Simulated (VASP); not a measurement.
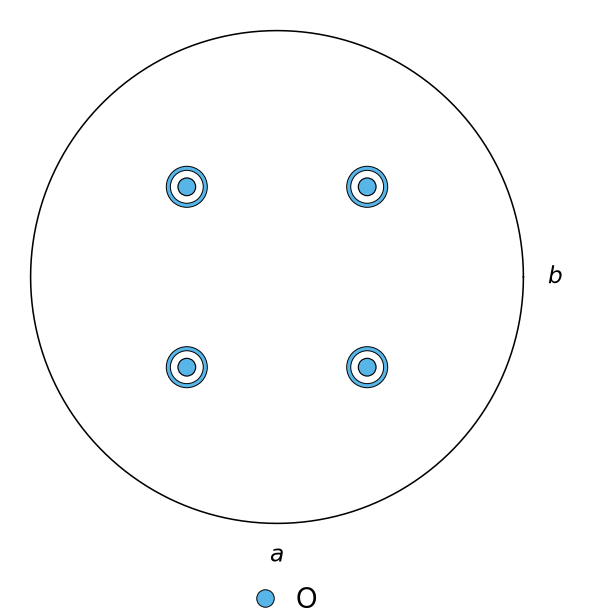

Directions from one lead atom at (0, 0, 0) to its bonded neighbours, in stereographic projection down c (filled: above the plane of the page or in it, open: below). Crystal: PbO₂, a cell listed in the Materials Project, as set up for an electronic-structure calculation. All values are computed from the atomic coordinates in the standard setting (tolerance 0.002 Å).

Neighbours are counted up to 2.59 Å for O.

```yaml
crystal:
  lattice:
    - [5.40398, 0.00000, 0.00000]
    - [0.00000, 5.40398, 0.00000]
    - [0.00000, 0.00000, 5.40398]
  atoms:
    - { symbol: Pb, position: [0.00000, 0.00000, 0.00000] }
    - { symbol: O, position: [0.25000, 0.25000, 0.75000] }
    - { symbol: O, position: [0.25000, 0.75000, 0.75000] }
    - { symbol: Pb, position: [0.00000, 0.50000, 0.50000] }
    - { symbol: O, position: [0.25000, 0.75000, 0.25000] }
    - { symbol: O, position: [0.25000, 0.25000, 0.25000] }
    - { symbol: Pb, position: [0.50000, 0.00000, 0.50000] }
    - { symbol: O, position: [0.75000, 0.25000, 0.25000] }
    - { symbol: O, position: [0.75000, 0.75000, 0.25000] }
    - { symbol: Pb, position: [0.50000, 0.50000, 0.00000] }
    - { symbol: O, position: [0.75000, 0.75000, 0.75000] }
    - { symbol: O, position: [0.75000, 0.25000, 0.75000] }
```

> How many neighbours are there, and at what angles?

8: 8 O at 2.34 Å. Angles between bonds: 71° (12×), 109° (12×), 180° (4×).

> What is the site's symmetry in the crystal?

Point group m-3m (Oh), order 48: three fourfold axes, four threefold axes, six twofold axes, nine mirror planes, an inversion centre. In Fm-3m (No. 225) this is Wyckoff position 4a.
